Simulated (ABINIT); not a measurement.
**BaTiO3 (P4mm): G0W0 with ABINIT, start to end**

How does a plane-wave GW calculation on BaTiO3 (P4mm) run from the first input to the gap?

Program: ABINIT 10.8.3. Level of theory: PBE and many-body steps on it, plane waves. Results are calculated unless marked as measured.

## 1. Set-up

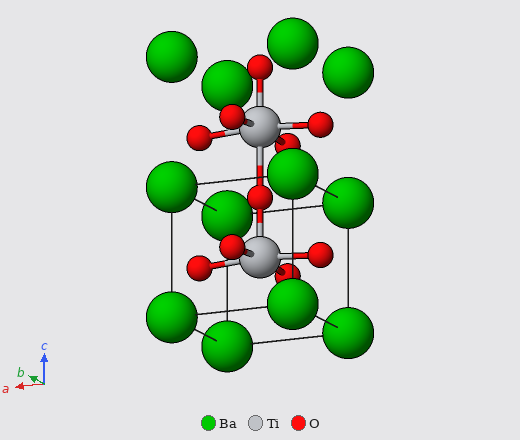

Start, viewed from a free direction; barium green, titanium light grey, oxygen red. 1×1×2 cells are drawn. Some periodic images of atoms are drawn too.

The cell and positions come from the Crystallography Open Database and are kept as given unless a step says otherwise. Spin-orbit coupling is left out unless a step names it.

## 2. Ground state

This step: ABINIT 10.8.3; DFT, PBE, plane waves, norm-conserving pseudopotentials.

The ground-state density comes first.

run.abi

```
acell 3*1.0 Angstrom
rprim 
  3.990480000000 0.000000000000 0.000000000000
  0.000000000000 3.990480000000 0.000000000000
  0.000000000000 0.000000000000 4.023030000000
ntypat 3
znucl 56 22 8
natom 5
typat 1 2 3 3 3
xred 
  0.000000000000 0.000000000000 0.000000000000
  0.500000000000 0.500000000000 0.522000000000
  0.500000000000 0.500000000000 0.979000000000
  0.500000000000 0.000000000000 0.488000000000
  0.000000000000 0.500000000000 0.488000000000
pp_dirpath "pseudos"
pseudos "Ba.upf, Ti.upf, O.upf"
ecut 38
ngkpt 6 6 6
nshiftk 1
shiftk 0 0 0
kptopt 1
chksymbreak 0
nband 26
occopt 1
tolvrs 1e-10
nstep 60
prtwf 0
indata_prefix "in"
outdata_prefix "out"
tmpdata_prefix "tmp"
```

The run is started by

```sh
$ OMP_NUM_THREADS=1 mpirun -n 8 abinit run.abi > log
```

Numbers of over 12 decimals in the logs are rounded to 6 here.

Log:

```text
.Version 10.8.3 of ABINIT. v10.8.2 released Aug 2026.

 Symmetries : space group P4 m m (# 99); Bravais tP (primitive tetrag.)
================================================================================
 Values of the parameters that define the memory need of the present run
     intxc =       0    ionmov =       0      iscf =       7    lmnmax =       6
     lnmax =       6     mgfft =      45  mpssoang =       3    mqgrid =    3001
     natom =       5  nloc_mem =       1    nspden =       1   nspinor =       1
    nsppol =       1      nsym =       8    n1xccc =    2501    ntypat =       3
    occopt =       1   xclevel =       2
-    mband =          26        mffmem =           1         mkmem =           5
       mpw =        4860          nfft =       91125          nkpt =          40
================================================================================
  Rough estimation (10% accuracy) of disk space for files :
================================================================================

--------------------------------------------------------------------------------
------------- Echo of variables that govern the present computation ------------
--------------------------------------------------------------------------------
 -outvars: echo values of preprocessed input variables --------
            acell      1.8897261259E+00  1.8897261259E+00  1.8897261259E+00 Bohr

      chksymbreak           0
             ecut      3.80000000E+01 Hartree
-          fftalg         312

              ixc     -101130
              kpt      0.00000000E+00  0.00000000E+00  0.00000000E+00
                       1.66666667E-01  0.00000000E+00  0.00000000E+00
                       3.33333333E-01  0.00000000E+00  0.00000000E+00
                       5.00000000E-01  0.00000000E+00  0.00000000E+00
                       1.66666667E-01  1.66666667E-01  0.00000000E+00
                       3.33333333E-01  1.66666667E-01  0.00000000E+00
                       5.00000000E-01  1.66666667E-01  0.00000000E+00
                       3.33333333E-01  3.33333333E-01  0.00000000E+00
                       5.00000000E-01  3.33333333E-01  0.00000000E+00
   [... 29 further rows ...]
                       5.00000000E-01  3.33333333E-01  5.00000000E-01
                       5.00000000E-01  5.00000000E-01  5.00000000E-01
         kptrlatt        6    0    0      0    6    0      0    0    6
          kptrlen      4.52454859E+01
P           mkmem           5
            natom           5
            nband          26
            ngfft          45      45      45
             nkpt          40
            nstep          60
             nsym           8
           ntypat           3
              occ      2.000000  2.000000  2.000000  2.000000  2.000000  2.000000
                       2.000000  2.000000  2.000000  2.000000  2.000000  2.000000
                       2.000000  2.000000  2.000000  2.000000  2.000000  2.000000
                       2.000000  2.000000  0.000000  0.000000  0.000000  0.000000
                       0.000000  0.000000
            prtwf           0
            rprim      3.9904800000E+00  0.0000000000E+00  0.0000000000E+00
[...]
spgroup          99

           tolvrs      1.00000000E-10

             xred      0.0000000000E+00  0.0000000000E+00  0.0000000000E+00
[...]
znucl       56.00000   22.00000    8.00000

================================================================================

 chkinp: Checking input parameters for consistency.

================================================================================
== DATASET  1 ==================================================================
-   mpi_nproc: 8, omp_nthreads: 1 (-1 if OMP is not activated)

--- !DatasetInfo
iteration_state: {dtset: 1, }
dimensions: {natom: 5, nkpt: 40, mband: 26, nsppol: 1, nspinor: 1, nspden: 1, mpw: 4860, }
cutoff_energies: {ecut:  38.0, pawecutdg:  -1.0, }
electrons: {nelect:   4.00000000E+01, charge:   0.00000000E+00, occopt:   1.00000000E+00, tsmear:   1.00000000E-02, }

 Real(R)+Recip(G) space primitive vectors, cartesian coordinates (Bohr,Bohr^-1):
 R(1)=  7.5409143  0.0000000  0.0000000  G(1)=  0.1326099  0.0000000  0.0000000
 R(2)=  0.0000000  7.5409143  0.0000000  G(2)=  0.0000000  0.1326099  0.0000000
 R(3)=  0.0000000  0.0000000  7.6024249  G(3)=  0.0000000  0.0000000  0.1315370
 Unit cell volume ucvol=  4.3231485E+02 bohr^3
 Angles (23,13,12)=  9.00000000E+01  9.00000000E+01  9.00000000E+01 degrees

 getcut: wavevector=  0.0000  0.0000  0.0000  ngfft=  45  45  45
         ecut(hartree)=     38.000   => boxcut(ratio)=   2.08566

--- Pseudopotential description ------------------------------------------------
- Ba Generated using ONCVPSP code by D. R. Hamann
- 56.00000  10.00000  171031                  znucl, zion, pspdat
12 -101130 2 -1 1958                          pspcod,pspxc,lmax,lloc,mmax
     nproj     2     2     2
  pspatm : epsatm=   26.75150155
         --- l  ekb(1:nproj) -->
[...]
pspatm: atomic psp has been read  and splines computed

- Ti Generated using ONCVPSP code by D. R. Hamann
- 22.00000  12.00000  171031                  znucl, zion, pspdat
12 -101130 2 -1 1586                          pspcod,pspxc,lmax,lloc,mmax
[...]
ETOT  8  -137.38552180558    -1.094E-03 6.889E-03 1.562E+00
 ETOT  9  -137.38580460696    -2.828E-04 4.046E-03 2.471E-01
 ETOT 10  -137.38585632205    -5.172E-05 6.390E-03 4.527E-03
 ETOT 11  -137.38585726138    -9.393E-07 3.822E-03 5.973E-05
 ETOT 12  -137.38585727248    -1.110E-08 4.984E-03 2.485E-06
 ETOT 13  -137.38585727309    -6.048E-10 7.272E-03 9.587E-08
 ETOT 14  -137.38585727311    -1.975E-11 3.122E-03 1.977E-09
 ETOT 15  -137.38585727310     4.832E-13 1.865E-03 1.240E-10
 ETOT 16  -137.38585727311    -2.046E-12 2.941E-03 1.979E-12

 At SCF step   16       vres2   =  1.98E-12 < tolvrs=  1.00E-10 =>converged.

 Cartesian components of stress tensor (hartree/bohr^3)
  sigma(1 1)= -1.06241850E-04  sigma(3 2)=  0.00000000E+00
  sigma(2 2)= -1.06241850E-04  sigma(3 1)=  0.00000000E+00
  sigma(3 3)= -1.82878802E-04  sigma(2 1)=  0.00000000E+00

--- !ResultsGS
iteration_state: {dtset: 1, }
comment   : Summary of ground state results
lattice_vectors:
- [  7.5409143,   0.0000000,   0.0000000, ]
- [  0.0000000,   7.5409143,   0.0000000, ]
- [  0.0000000,   0.0000000,   7.6024249, ]
lattice_lengths: [   7.54091,    7.54091,    7.60242, ]
lattice_angles: [ 90.000,  90.000,  90.000, ] # degrees, (23, 13, 12)
lattice_volume:   4.3231485E+02
convergence: {deltae: -2.046E-12, res2:  1.979E-12, residm:  2.941E-03, diffor: null, }
etotal    :  -1.37385857E+02
entropy   :   0.00000000E+00
fermie    :   2.46877495E-01
cartesian_stress_tensor: # hartree/bohr^3
- [ -1.06241850E-04,   0.00000000E+00,   0.00000000E+00, ]
- [  0.00000000E+00,  -1.06241850E-04,   0.00000000E+00, ]
- [  0.00000000E+00,   0.00000000E+00,  -1.82878802E-04, ]
pressure_GPa:   3.8773E+00
xred      :
- [  0.0000E+00,   0.0000E+00,   0.0000E+00, Ba]
- [  5.0000E-01,   5.0000E-01,   5.2200E-01, Ti]
- [  5.0000E-01,   5.0000E-01,   9.7900E-01,  O]
- [  5.0000E-01,   0.0000E+00,   4.8800E-01,  O]
- [  0.0000E+00,   5.0000E-01,   4.8800E-01,  O]
cartesian_forces: # hartree/bohr
- [ -0.00000000E+00,  -0.00000000E+00,   2.80910277E-03, ]
- [ -0.00000000E+00,  -0.00000000E+00,  -3.72901789E-03, ]
- [ -0.00000000E+00,  -0.00000000E+00,  -2.06776876E-05, ]
- [ -0.00000000E+00,  -0.00000000E+00,   4.70296401E-04, ]
- [ -0.00000000E+00,  -0.00000000E+00,   4.70296401E-04, ]
force_length_stats: {min:   2.06776876E-05, max:   3.72901789E-03, mean:   1.49987823E-03, }

 Integrated electronic density in atomic spheres:
 ------------------------------------------------
 Atom  Sphere_radius  Integrated_density
[...]
================================================================================

 ----iterations are completed or convergence reached----

 Mean square residual over all n,k,spin=   12.653E-06; max=  29.414E-04
 reduced coordinates (array xred) for    5 atoms
       0.000000000000      0.000000000000      0.000000000000
       0.500000000000      0.500000000000      0.522000000000
       0.500000000000      0.500000000000      0.979000000000
       0.500000000000      0.000000000000      0.488000000000
       0.000000000000      0.500000000000      0.488000000000
 rms dE/dt=  9.2570E-03; max dE/dt=  2.8332E-02; dE/dt below (all hartree)
    1       0.000000000000      0.000000000000     -0.021373208117
    2       0.000000000000      0.000000000000      0.028332363144
    3       0.000000000000      0.000000000000      0.000139985293
    4       0.000000000000      0.000000000000     -0.003592608346
    5       0.000000000000      0.000000000000     -0.003592608346

 cartesian coordinates (angstrom) at end:
    1      0.000000     0.000000     0.000000
    2      1.995240     1.995240     2.100022
    3      1.995240     1.995240     3.938546
    4      1.995240     0.000000     1.963239
    5      0.000000     1.995240     1.963239

 cartesian forces (hartree/bohr) at end:
[...]
frms,max,avg= 1.2176321E-03 3.7290179E-03   0.000E+00  0.000E+00  2.264E-06 h/b

 cartesian forces (eV/Angstrom) at end:
    1     -0.000000    -0.000000     0.144450
    2     -0.000000    -0.000000    -0.191754
    3     -0.000000    -0.000000    -0.00106329
    4     -0.000000    -0.000000     0.024184
    5     -0.000000    -0.000000     0.024184
 frms,max,avg= 6.2613158E-02 1.9175381E-01   0.000E+00  0.000E+00  1.164E-04 e/A
 length scales=  1.889726125908  1.889726125908  1.889726125908 bohr
              =  1.000000000000  1.000000000000  1.000000000000 angstroms
 prteigrs : about to open file out_EIG
 Fermi (or HOMO) energy (hartree) =   0.24688   Average Vxc (hartree)=  -0.42067
 Eigenvalues (hartree) for nkpt=  40  k points:
 kpt#   1, nband= 26, wtk=  0.00463, kpt=  0.0000  0.0000  0.0000 (reduced coord)
  -1.82902   -0.95838   -0.95571   -0.95571   -0.66700   -0.37437   -0.35146   -0.34702
  -0.12184   -0.12184   -0.12179    0.15967    0.16067    0.16067    0.19522    0.19522
   0.20348    0.23045    0.23326    0.23326    0.31491    0.32841    0.32841    0.40096
   0.42300    0.43021
 prteigrs : prtvol=0 or 1, do not print more k-points.

--- !EnergyTerms
iteration_state     : {dtset: 1, }
comment             : Components of total free energy in Hartree
kinetic             :  6.27812113529144E+01
hartree             :  2.99537990853779E+01
xc                  : -2.80678646837878E+01
Ewald energy        : -1.03492580402229E+02
psp_core            :  5.55329650225250E+00
local_psp           : -1.00807849955633E+02
non_local_psp       : -3.30586917200185E+00
total_energy        : -1.37385857273107E+02
total_energy_eV     : -3.73845962699373E+03
band_energy         : -1.05725584379353E+01

 Cartesian components of stress tensor (hartree/bohr^3)
  sigma(1 1)= -1.06241850E-04  sigma(3 2)=  0.00000000E+00
  sigma(2 2)= -1.06241850E-04  sigma(3 1)=  0.00000000E+00
  sigma(3 3)= -1.82878802E-04  sigma(2 1)=  0.00000000E+00

-Cartesian components of stress tensor (GPa)         [Pressure=  3.8773E+00 GPa]
- sigma(1 1)= -3.12574313E+00  sigma(3 2)=  0.00000000E+00
- sigma(2 2)= -3.12574313E+00  sigma(3 1)=  0.00000000E+00
- sigma(3 3)= -5.38048011E+00  sigma(2 1)=  0.00000000E+00

== END DATASET(S) ==============================================================
================================================================================

 -outvars: echo values of variables after computation  --------
           etotal     -1.3738585727E+02
            nband          26
             nkpt          40
          spgroup          99
 [... the other variables as echoed above ...]

 Calculation completed.
```

Wall time 36 s (8 MPI ranks of Arm Neoverse V2, shared host); peak memory 0.68 GiB; 4.8 min of CPU time.

This step gave:

```
total energy               : -3738.4596 eV
gap                        : 1.851 eV
k of the valence top       : 0.5, 0.5, 0.5
k of the conduction bottom : 0, 0, 0
least direct gap           : 2.222 eV
pressure                   : 3.877 GPa
```

The gap is indirect, with the least direct gap 0.37 eV higher.

The cutoff was set for levels, not for stress, so the pressure can be off by some GPa.

(Part 1 of 3 ends here.)

[Paths, hosts, dates, memory and timing lines, banners, echoed tables and standing remarks are left out of the program output.]

[Logs are printed without paths, hosts, clocks, repeated set-up lines and the standing remarks that a program may print on its own settings, such as how far it seeks lower states.]

[Runs of the session that timed out or met a known fault of the program may be left out.]

[Hosts, paths, dates, database ids (printed as entryN), source tags and the programs' standing remarks are cut or masked in the printed files.]

[G0W0 gaps are taken among the corrected bands and points alone; a level outside them can change the order at an edge.]

[Where Ansatz stands beside ABINIT at settings called matched, ABINIT's density can come from a denser mesh and the files from another edition; pairs whose starting gaps differed by over 0.03 eV were left out, so agreement reads better than it is.]
